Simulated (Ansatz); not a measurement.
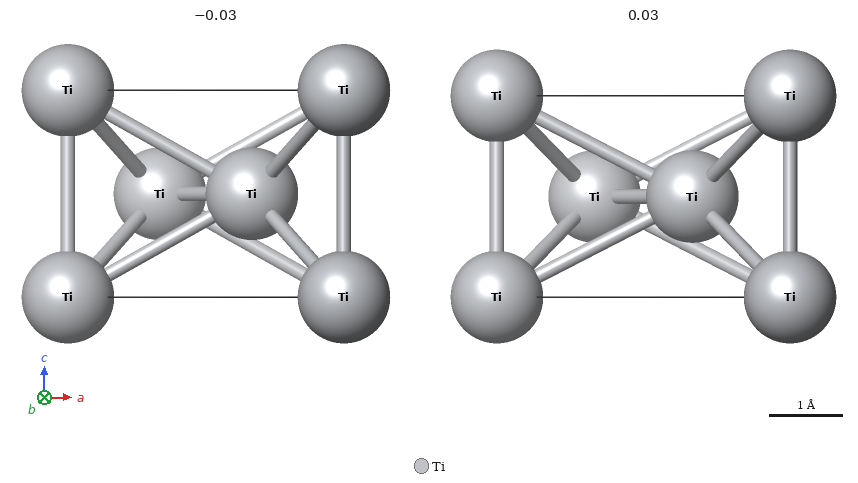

A crystal of Ti (set up in P6/mmm), under biaxial strain in the a–b plane (c relaxed, atoms fixed by symmetry), with energies (extrapolated to zero smearing) counted from the relaxed crystal, which is the row at zero. The picture shows the first and the last member. The picture is a ball-and-stick view of the cell of the calculation, seen along the b axis.

Computed with Ansatz 0.2.0: DFT PBEsol, scalar-relativistic, plane waves, PAW. Set-up: plane-wave cutoff 420 eV; k-point mesh 12 × 12 × 18; occupations gaussian; smearing width 0.1 eV; no spin polarisation; force threshold 0.008 eV/Å.

```
strain  energy (meV/atom)  a (Å)  c (Å)
 −0.03              25.35  4.380  2.841
 −0.02              11.03  4.425  2.826
 −0.01               2.66  4.470  2.812
   0.0               0.00  4.515  2.799
  0.01                  ?      ?      ?
  0.02              10.85  4.606  2.776
  0.03              23.93  4.651  2.765
```

> Estimate the missing row from the others, and compare with the calculation.

A parabola through three neighbouring rows (0.0, 0.02, 0.03) gives, with Lagrange weights, (0.3333)(0.00) + (1.0000)(10.85) + (−0.3333)(23.93) = 2.87 meV/atom. The calculation gives 2.81 meV/atom (a = 4.560 Å, c = 2.787 Å). The estimate is 0.06 meV/atom too high. From the first member to the last: Ti–Ti 2.529 → 2.685 Å, Ti–Ti 2.900 → 3.020 Å, Ti–Ti 2.841 → 2.765 Å.

The whole series:

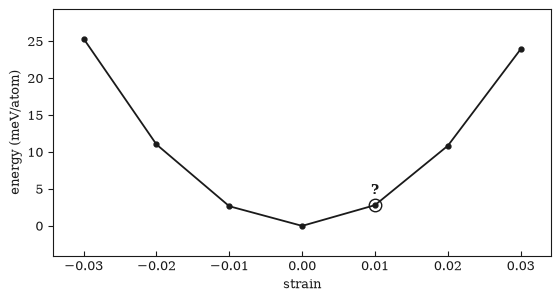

Each member starts from this one structure; whether another phase lies lower wasn't checked.
